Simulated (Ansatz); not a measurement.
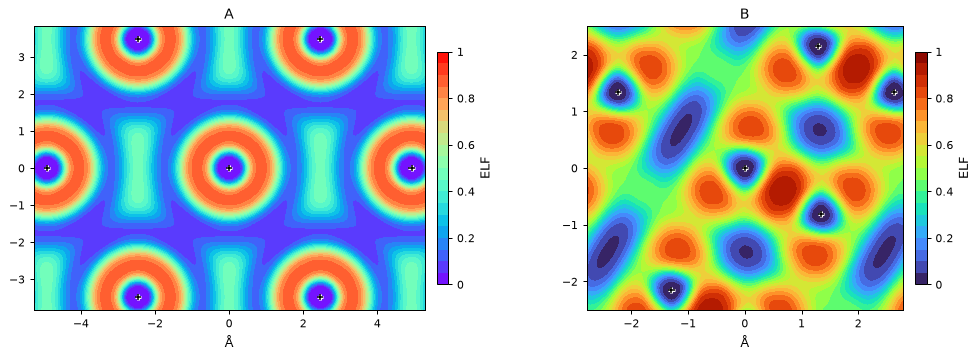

The ELF of 2 systems, each on a plane through atoms (crosses mark nuclei in the plane).

These are results of DFT PBE, scalar-relativistic, plane waves, PAW (Ansatz 0.2.0), not measurements.

System 1: C, the (001) plane of the calculation cell. Space group P6₃/mmc; changed on purpose from its base cell (all atoms moved at random, sigma 0.05 A a component; relaxed back).

```
C
1.0
     1.25578   -2.17509    4.18014
     1.25576   -2.17504   -4.18011
     2.51153    4.35012   -0.00002
C
16
Direct
  0.36470 0.30197 0.16666
  0.86469 0.80197 0.16666
  0.36469 0.30196 0.66666
  0.86470 0.80197 0.66666
  0.94803 0.38531 0.33334
  0.44803 0.88530 0.33334
  0.94803 0.38530 0.83334
  0.44803 0.88530 0.83334
  0.55197 0.11470 0.16667
  0.05197 0.61470 0.16667
  0.55197 0.11470 0.66667
  0.05197 0.61470 0.66667
  0.13530 0.19803 0.33333
  0.63530 0.69803 0.33333
  0.13530 0.19803 0.83333
  0.63530 0.69803 0.83333
```

System 2: Ba, the (101) plane of the conventional cell. Space group Im-3m; changed on purpose from its base cell (functional PBE, strained and moved within the space group).

```
CELL_PARAMETERS angstrom
4.92275 0.00000 0.00000
0.00000 4.92275 0.00000
0.00000 0.00000 4.92275
ATOMIC_POSITIONS crystal
Ba 0.00000 0.00000 0.00000
Ba 0.50000 0.50000 0.50000
```

**Match each panel to its system.**

Panel A is system 2, Ba: the plane holds Ba. Ba–Ba (4.26 Å): the ELF is about 0.10 at the midpoint (no localised pair shows between them). Panel B is system 1, C: the plane holds C. C–C (1.57 Å): the ELF peaks at about 0.95 between the atoms; a shared electron pair.
